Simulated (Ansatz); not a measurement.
Single-point calculation of SnO₂ (part 1 of 2)

The run: single-point calculation of SnO₂ (slab, 36 atoms in the cell). Method and program: DFT PBEsol, scalar-relativistic, plane waves, PAW, no spin polarisation (Ansatz 0.2.0).

The structure derives from an entry of the Crystallography Open Database. It belongs to a series of runs on one base structure; here: repeats removed: -2. Figures and captions count atoms from 1; the log counts them from 0 in places.

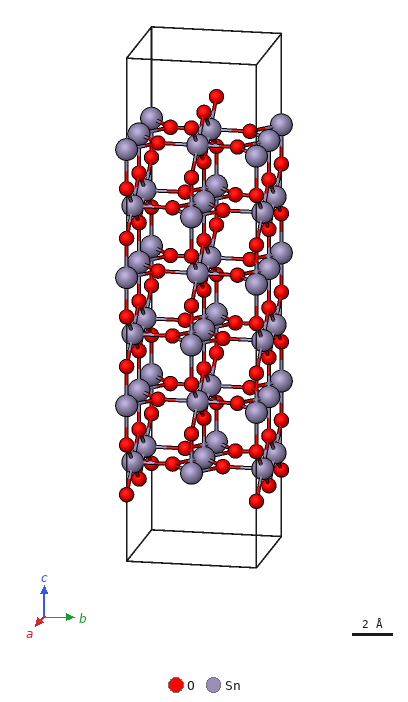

**Figure 1.** The input geometry (ball-and-stick view of the 2 × 1 repeat of the cell, with the vacuum cut short, seen slightly off an axis). An atom can appear more than once, as a periodic image. Near neighbours in the periodic cell (some may lie outside the picture): O has 2 Sn at 2.07 Å; Sn has 5 O at 2.07 Å; Sn has 6 O at 2.07 Å; O has 3 Sn at 2.07 Å.

Key numbers:

| quantity | value |
| --- | --- |
| outcome | converged |
| electrons treated | 312 |
| free energy | −84854.2708 eV |
| work function, top face | 6.73 eV |
| work function, bottom face | 6.74 eV |
| Fermi energy | 3.061 eV |
| gap on the k-point mesh | 0.35 eV |
| work function (upper face) | 6.73 eV |
| largest force (length of the vector) | 2.436 eV/Å |
| hardware | 2 threads of Intel Xeon (Granite Rapids), 32 GiB of memory available, shared host |
| wall time | 1.7 min (CPU time 3.3 min) |
| peak memory | 2.6 GiB |

Warnings of the run: the exchange-correlation potential is rough where the density is thin.

Input file:
```yaml
crystal:
  lattice:
    - [3.2120684193, 0.0, 0.0]
    - [0.0, 6.7443405708, 0.0]
    - [0.0, 0.0, 34.4739258834]
  atoms:
    - { symbol: O, position: [0.0, 0.0, 0.2175557268] }
    - { symbol: Sn, position: [0.0, 0.5, 0.2554550143] }
    - { symbol: Sn, position: [0.5, 0.0, 0.2554550143] }
    - { symbol: O, position: [0.5, 0.3062765048, 0.2554550143] }
    - { symbol: O, position: [0.5, 0.6937234952, 0.2554550143] }
    - { symbol: O, position: [0.0, 0.0, 0.2933543018] }
    - { symbol: O, position: [0.0, 0.5, 0.3153737211] }
    - { symbol: Sn, position: [0.0, 0.0, 0.3532730086] }
    - { symbol: Sn, position: [0.5, 0.5, 0.3532730086] }
    - { symbol: O, position: [0.5, 0.8062765048, 0.3532730086] }
    - { symbol: O, position: [0.5, 0.1937234952, 0.3532730086] }
    - { symbol: O, position: [0.0, 0.5, 0.3911722961] }
    - { symbol: O, position: [0.0, 0.0, 0.4131917154] }
    - { symbol: Sn, position: [0.0, 0.5, 0.4510910029] }
    - { symbol: Sn, position: [0.5, 0.0, 0.4510910029] }
    - { symbol: O, position: [0.5, 0.3062765048, 0.4510910029] }
    - { symbol: O, position: [0.5, 0.6937234952, 0.4510910029] }
    - { symbol: O, position: [0.0, 0.0, 0.4889902903] }
    - { symbol: O, position: [0.0, 0.5, 0.5110097097] }
    - { symbol: Sn, position: [0.0, 0.0, 0.5489089971] }
    - { symbol: Sn, position: [0.5, 0.5, 0.5489089971] }
    - { symbol: O, position: [0.5, 0.8062765048, 0.5489089971] }
    - { symbol: O, position: [0.5, 0.1937234952, 0.5489089971] }
    - { symbol: O, position: [0.0, 0.5, 0.5868082846] }
    - { symbol: O, position: [0.0, 0.0, 0.6088277039] }
    - { symbol: Sn, position: [0.0, 0.5, 0.6467269914] }
    - { symbol: Sn, position: [0.5, 0.0, 0.6467269914] }
    - { symbol: O, position: [0.5, 0.3062765048, 0.6467269914] }
    - { symbol: O, position: [0.5, 0.6937234952, 0.6467269914] }
    - { symbol: O, position: [0.0, 0.0, 0.6846262789] }
    - { symbol: O, position: [0.0, 0.5, 0.7066456982] }
    - { symbol: Sn, position: [0.0, 0.0, 0.7445449857] }
    - { symbol: Sn, position: [0.5, 0.5, 0.7445449857] }
    - { symbol: O, position: [0.5, 0.8062765048, 0.7445449857] }
    - { symbol: O, position: [0.5, 0.1937234952, 0.7445449857] }
    - { symbol: O, position: [0.0, 0.5, 0.7824442732] }
basis:
  ecutwfc: 420
kpoints:
  mp_grid: { grid: [8, 4, 1] }
hamiltonian:
  xc: pbesol
scf:
  occupations: { method: gaussian, width: 0.05 }
output:
  forces: true
  stress: true
  eigenvalues: true
  write_density: true
  write_potential: true
  elf: true
  volumetric_format: npy
efield:
  axis: 3
  dipole_correction: true
  ramp_width: 0.04
```

Launched with:
```bash
ansatz run input.yaml --threads 2 --pin off --max-ram 5120MiB --backend cpu --events-out ev --progress --plain --runs-dir out
```

The program's output:
```
Engine: ansatz 0.2.0, x86_64-unknown-linux-gnu
Pseudopotentials: kind: paw
Pseudopotential: O, paw, valence charge 6, recommended cutoff 420 eV (normal), O.paw.azcp
Pseudopotential: Sn, paw, valence charge 14, recommended cutoff 420 eV (normal), Sn.paw.azcp
Functional definition: PBEsol
  exchange = pbesol_x
  correlation = pbesol_c
Crystal: 36 atoms, lattice volume = 746.818 Å³
Basis set: ecut = 420 eV, 14699 PW (Γ), exchange–correlation on 48×96×480 points (8 copies of the dense FFT grid, shifted against one another)
Bands: 192, of which v1, the nominal top of the filled ones, is band 156 counted from 1 (155 counted from 0)
Symmetry: 4 space group operations
k-points: 15 of 32
Non-local potential: O, projectors of the file, l = 0: 2, l = 1: 2, l = 2: 1
Non-local potential: Sn, projectors of the file, l = 0: 2, l = 1: 2, l = 2: 2, l = 3: 2
PAW form: soft (Blöchl's): semilocal exchange-correlation on the pseudo side does not see the compensation charge
PAW frozen core: O, regenerated for the run's functional, and the local potential with it (the file was generated under x = pbe(κ = 0.804, μ = 0.2195149727645171), c = pbe(β = 0.06672455060314922))
PAW frozen core: Sn, regenerated for the run's functional, and the local potential with it (the file was generated under x = pbe(κ = 0.804, μ = 0.2195149727645171), c = pbe(β = 0.06672455060314922))
PAW one-centre angular grid: O, 110 points (default); XC on 64 Gauss nodes
PAW one-centre angular grid: Sn, 590 points (default); XC on 64 Gauss nodes
Initial density: superposition of atomic densities (neutral atoms: chi_scale 0, normalization atom), corrected by the library's trained network
Initial wavefunctions: pseudopotential atomic-orbital guess
Functional: x = pbesol(κ = 0.804, μ = 0.12345679012345678), c = pbesol(β = 0.046)
SCF iter   1: F=—  HF=-84854.517627 eV  |F-HF|=—  |Δ(HF+E_count)|=         —  Δρ=1.24e-2  dr2=9.64e-1  ethr=1.77e-3  p=0.000 e·Å  D=2.84e-13 V/Å  ΔV_dip=-0.00 eV  dr2_dipole=7.16e-8  V_vac-E_F(+/−)=6.58/6.58 eV  ⟨swp⟩=6.9  Hψ=12258  notcnv=0  defer=264
efield: sawtooth ramp at fractional position 0.9800 (placed from the atoms, in the widest stretch of the axis that holds none; the zero of the levels goes with the place), width 0.0400; the density the first Hamiltonian is built on has a dipole p = 0.000 e·Å; the dipole correction subtracts the counter field D = 2.84e-13 V/Å, which shifts the + side's vacuum level by -0.00 eV against the − side's; the planar-averaged density in the ramp window peaks in size at 1.1e-6 e/Å³
preconditioner: auto → Resta (q_TF=auto, 2.359 Å⁻¹)  ε∞=2.6  [insulator: Δε(μ)=0.394 eV  Ē_g=18.808 eV  σ=0.050 eV  W_gap=1.00  n_scr=174 (ndim 8)  ℏωp=24.0 eV  f_vac=0.401  D(μ)=0.00/eV (n_scr^D=0)  ε∞_Penn≈2.6  vacuum switching on, ρ_ref=2.6e-2 e/Å³]
SCF iter   2: F=—  HF=-84854.286450 eV  |F-HF|=—  |Δ(HF+E_count)|=   2.31e-1  Δρ=3.77e-3  dr2=8.19e-2  ethr=3.09e-4  p=-0.000 e·Å  D=-3.79e-5 V/Å  ΔV_dip=0.00 eV  dr2_dipole=1.02e-7  V_vac-E_F(+/−)=6.75/6.75 eV  ⟨swp⟩=2.3  Hψ=4614  notcnv=0  defer=465
SCF iter   3: F=—  HF=-84854.273213 eV  |F-HF|=—  |Δ(HF+E_count)|=   1.32e-2  Δρ=1.63e-3  dr2=2.35e-2  ethr=2.63e-5  p=-0.000 e·Å  D=-9.78e-7 V/Å  ΔV_dip=0.00 eV  dr2_dipole=3.20e-9  V_vac-E_F(+/−)=6.76/6.76 eV  ⟨swp⟩=2.5  Hψ=3952  notcnv=0  defer=465
SCF iter   4: F=—  HF=-84854.270830 eV  |F-HF|=—  |Δ(HF+E_count)|=   2.38e-3  Δρ=8.32e-4  dr2=4.63e-3  ethr=7.53e-6  p=-0.000 e·Å  D=-5.80e-6 V/Å  ΔV_dip=0.00 eV  dr2_dipole=3.85e-9  V_vac-E_F(+/−)=6.74/6.74 eV  ⟨swp⟩=2.0  Hψ=4430  notcnv=0  defer=464
SCF iter   5: F=—  HF=-84854.270815 eV  |F-HF|=—  |Δ(HF+E_count)|=   1.50e-5  Δρ=3.79e-4  dr2=8.99e-4  ethr=1.48e-6  p=-0.000 e·Å  D=-3.25e-7 V/Å  ΔV_dip=0.00 eV  dr2_dipole=8.71e-12  V_vac-E_F(+/−)=6.74/6.74 eV  ⟨swp⟩=2.0  Hψ=3526  notcnv=0  defer=464
SCF iter   6: F=—  HF=-84854.270940 eV  |F-HF|=—  |Δ(HF+E_count)|=   1.25e-4  Δρ=1.53e-4  dr2=1.65e-4  ethr=2.88e-7  p=-0.000 e·Å  D=-5.68e-6 V/Å  ΔV_dip=0.00 eV  dr2_dipole=5.90e-9  V_vac-E_F(+/−)=6.74/6.74 eV  ⟨swp⟩=2.3  Hψ=4057  notcnv=0  defer=464
SCF iter   7: F=—  HF=-84854.270961 eV  |F-HF|=—  |Δ(HF+E_count)|=   2.12e-5  Δρ=2.75e-5  dr2=5.23e-6  ethr=5.30e-8  p=0.000 e·Å  D=3.59e-6 V/Å  ΔV_dip=-0.00 eV  dr2_dipole=2.54e-9  V_vac-E_F(+/−)=6.74/6.74 eV  ⟨swp⟩=2.1  Hψ=3883  notcnv=0  defer=464
SCF iter   8: F=—  HF=-84854.270762 eV  |F-HF|=—  |Δ(HF+E_count)|=   1.99e-4  Δρ=1.75e-5  dr2=2.01e-6  ethr=1.68e-9  p=-0.000 e·Å  D=-1.34e-5 V/Å  ΔV_dip=0.00 eV  dr2_dipole=3.23e-8  V_vac-E_F(+/−)=6.74/6.74 eV  ⟨swp⟩=3.0  Hψ=5542  notcnv=0  defer=464
SCF iter   9: F=—  HF=-84854.270762 eV  |F-HF|=—  |Δ(HF+E_count)|=   6.34e-8  Δρ=7.03e-6  dr2=3.89e-7  ethr=6.44e-10  p=0.000 e·Å  D=1.05e-5 V/Å  ΔV_dip=-0.00 eV  dr2_dipole=2.06e-8  V_vac-E_F(+/−)=6.74/6.74 eV  ⟨swp⟩=2.1  Hψ=3752  notcnv=0  defer=464
SCF iter  10: F=-84854.270762 eV  HF=-84854.270762 eV  |F-HF|=5.09e-8  |Δ(HF+E_count)|=   3.97e-8  Δρ=3.05e-6  dr2=7.08e-8  ethr=3.21e-11  p=-0.000 e·Å  D=-4.87e-6 V/Å  ΔV_dip=0.00 eV  dr2_dipole=3.97e-9  V_vac-E_F(+/−)=6.74/6.74 eV  ⟨swp⟩=26.4  Hψ=31053  notcnv=0
SCF 1 converged in 10 iterations: F = -84854.270762 eV  dr2 = 7.08e-8
  greatest PAW one-centre occupation: 0.996 electrons in one spin orbital (limit 2), on the Sn atom at site 25 (counted from 0), in its partial waves of l = 2
```

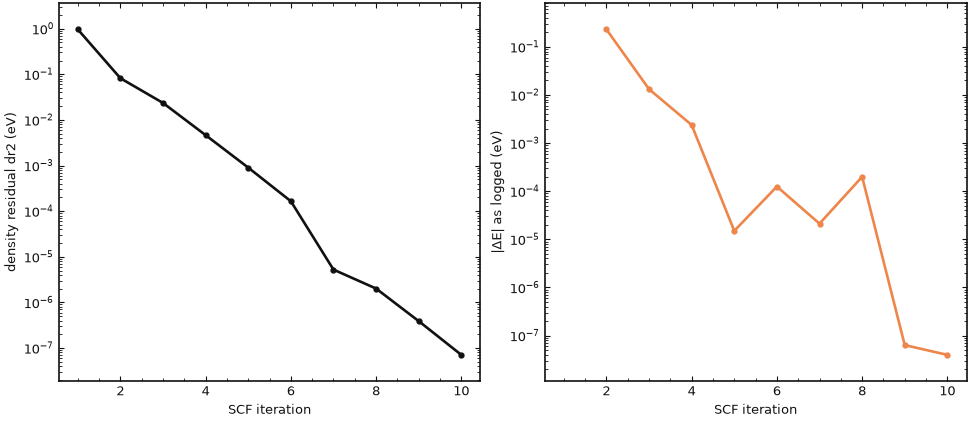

**Figure 2.** Convergence of the self-consistent field: density residual dr2 and size of the energy change against the SCF iteration. The residual falls at every step.

```
WARN: The output density's exchange-correlation potential varies sharply where the density is thin. Do not read a vacuum level from v_tot or v_xc, or from such a field of the output density. On a cell that repeats whose density bears no net charge and no dipole along the vacuum's axis use v_es (v_loc + v_h of the components); under efield.dipole_correction with no amplitude use v_es + v_field, which holds any external_charges[].barrier, or the levels of the report's work_function block, which leave it out; under a non-zero efield.amplitude the vacuum is tilted and has no level; on a cell that repeats and bears such a dipole with no correction it is tilted too, and efield.dipole_correction with no amplitude gives each side of its ramp a level where efield: is served; in a cell that repeats whose density bears a net charge (total_charge, or a fill off its count) it is curved and has none; of a slab under crystal.periodic whose density bears no net charge use v_es, which has a level on each side, short of where the two are joined; of another it falls or rises all the way out and has none; of a slab beside external_charges read slab_vacuum_level instead, which it has where they leave it neutral. The grid or the basis barely resolves most such structure, and the values can differ between equally converged runs; as a rule a tighter scf.convergence.dr2_threshold does not remove it. Where the density itself ripples (under the LDA too) a higher basis.ecutwfc lessens it. The files hold the spikes' plane waves up to the density's cutoff. Files: v_tot_of_output_density and the like, and their columns of v_z.tsv (output.write_potential); v_xc_of_output_density and the like, and their columns of v_comp_z.tsv (output.write_potential_components). Measured: with its Gaussian average of σ = 0.25 Å subtracted twice, the exchange-correlation potential is over 0.1 eV at 1936 of the grid points where the equally averaged density (valence and model cores) is under 1e-3 e/Å³, and 0.273 eV at the most among them, at an averaged density of 7.2e-8 e/Å³. The input density's (outcome.potential() and, of a run that writes arrays, v_tot and v_xc) is over 0.1 eV, so measured, at 169 points of its own thin density, 0.215 eV at the most. See output.write_potential in the manual, Limitations
SCF converged after 10 iterations
Free energy (F): -84854.270762 eV
Harris-Foulkes:  -84854.270762 eV  (|F-HF|=5.09e-8)
Internal energy: -84854.270762 eV  (E = F + TS)
E sigma→0 (E₀):  -84854.270762 eV
Entropy (-TS):   -0.000000 eV (-0.000 meV/atom)
Fermi energy:    3.060602 eV
Dipole field:    D = 0.000039 V/Å  (p = 0.000161 e·Å, saw-weighted, corrected)
Work function:   Φ+ = 6.7348 eV   Φ− = 6.7361 eV
Levels:          The Fermi level and band energies are counted from a zero that moves with the ramp; work functions are not
--- Per-component energies (eV) ---
  E_band       = -2930.318175
  E_kinetic    = 6466.641170
  E_local      = -423127.630054  (includes V_loc(G=0)·N_el)
  E_nonlocal   = 831.996735
  E_hartree    = 210791.286365
  E_xc         = -6260.430167
  E_vxc        = -3367.120206  (∫ρ·V_xc dr)
  E_paw        = -52570.107437  (= ΣΔE_a)
  E_vpaw       = -5316.816047  (= ΣTr[D̂ρ^β])
  E_aug_tail   = 0.059254  (compensation charges beyond the density's cutoff)
  E_efield     = 0.000000  (sawtooth field / dipole correction)
  E_vefield    = 0.000000  (∫n·V_field dr)
  E_ewald      = 179009.648384
  E_core_change = 4.264987  (= ΣΔE_core)
  E_smearing   = -0.000000  (= −TS)
  E_closure    = -0.000000  (closes the sum)
  Σ components = -84854.270762   (vs F -84854.270762, Δ=0.00e0)
--- Forces (eV/Å), atoms counted from 1 ---
  atom   1  O      0.00000000     0.00000000     1.10271314
  atom   2  Sn     0.00000000     0.00000000     1.91786283
  atom   3  Sn     0.00000000     0.00000000    -2.43644929
  atom   4  O      0.00000000     1.45871495    -0.65667323
  atom   5  O      0.00000000    -1.45871495    -0.65667323
  atom   6  O      0.00000000     0.00000000     1.06576308
  atom   7  O      0.00000000     0.00000000    -0.46506648
  atom   8  Sn     0.00000000     0.00000000    -0.16650751
  atom   9  Sn     0.00000000     0.00000000     0.32568824
  atom  10  O      0.00000000    -0.18594541     0.01176370
  atom  11  O      0.00000000     0.18594541     0.01176370
  atom  12  O      0.00000000     0.00000000    -0.07134147
  atom  13  O      0.00000000     0.00000000     0.00702481
  atom  14  Sn     0.00000000     0.00000000     0.02297732
  atom  15  Sn     0.00000000     0.00000000    -0.00880710
  atom  16  O      0.00000000     0.00808938    -0.00435771
  atom  17  O      0.00000000    -0.00808938    -0.00435771
  atom  18  O      0.00000000     0.00000000     0.00360187
  atom  19  O      0.00000000     0.00000000    -0.00360972
  atom  20  Sn     0.00000000     0.00000000    -0.02296387
  atom  21  Sn     0.00000000     0.00000000     0.00881679
  atom  22  O      0.00000000     0.00808908     0.00435467
  atom  23  O      0.00000000    -0.00808908     0.00435467
  atom  24  O      0.00000000     0.00000000    -0.00703286
  atom  25  O      0.00000000     0.00000000     0.07132576
  atom  26  Sn     0.00000000     0.00000000     0.16656919
  atom  27  Sn     0.00000000     0.00000000    -0.32565792
  atom  28  O      0.00000000    -0.18595063    -0.01177451
  atom  29  O      0.00000000     0.18595063    -0.01177451
  atom  30  O      0.00000000     0.00000000     0.46501998
  atom  31  O      0.00000000     0.00000000    -1.06593103
  atom  32  Sn     0.00000000     0.00000000    -1.91777474
  atom  33  Sn     0.00000000     0.00000000     2.43647397
  atom  34  O      0.00000000     1.45877222     0.65664689
  atom  35  O      0.00000000    -1.45877222     0.65664689
  atom  36  O      0.00000000     0.00000000    -1.10252938
  max |Σ_I F_I| component: 8.52e-5 eV/Å
--- Stress (GPa, compression-positive) ---
       -1.465222       0.000000       0.000000
        0.000000       1.169075       0.000000
        0.000000       0.000000      -0.263583
  P = ⅓ Tr σ = -0.1866 GPa (-1.866 kbar)
--- Band table (eV; the first three rows and the last of 15) ---
```
